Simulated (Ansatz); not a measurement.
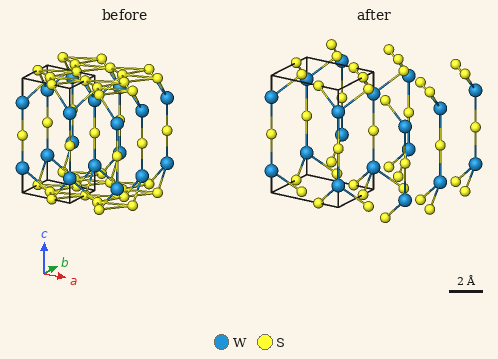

The structure of solid WS$_{2}$ (a generated structure, set up in P-62m) (coarse preliminary run) before (left) and after (right) a relaxation, at one scale.

A ball-and-stick model of the cell of the calculation, repeated 2 × 2 × 1 with one cell outlined, seen slightly off an axis.

Theory: DFT PBE, scalar-relativistic, plane waves, PAW in Ansatz 0.2.0. Settings: plane-wave cutoff 420 eV; k-point mesh 6 × 6 × 4; occupations gaussian; smearing width 0.1 eV; collinear spin; cell and atoms relaxed; force threshold 0.04 eV/Å; at most 70 steps.

Q: What changed between the two?

A: The largest moves relative to the cell, 0.54 Å, are those of S atoms. Largest moves by element: S 0.54 Å, W 0.21 Å. The drawn cell changes as follows: a = b 4.477 → 6.316 Å (+41.1 %), c 7.111 → 7.282 Å (+2.4 %); the volume changes by +103.8 %. Among the contacts that change: S–S 2.419 → 3.863 Å, W–W 3.055 → 2.709 Å, S–W 2.028 → 2.287 Å, S–W 2.292 → 2.312 Å. Among the angles between lasting bonds that change: W–S–W 83.6° → 71.7°, S–W–S 80.4° → 89.2°, S–W–S 131.8° → 125.9°. The space group stays P-62m (No. 189). The energy falls by 1035 meV per atom in 10 accepted moves (12 points after the start). Largest force component: 6 eV/Å at the start, 0.011 eV/Å at the end. The pressure goes from 27.55 to 0.05 GPa. The SCF was repeated twice at an unchanged geometry on a basis and grid sized afresh for the cell, which shifted the energy by 40.6 meV per atom at most.
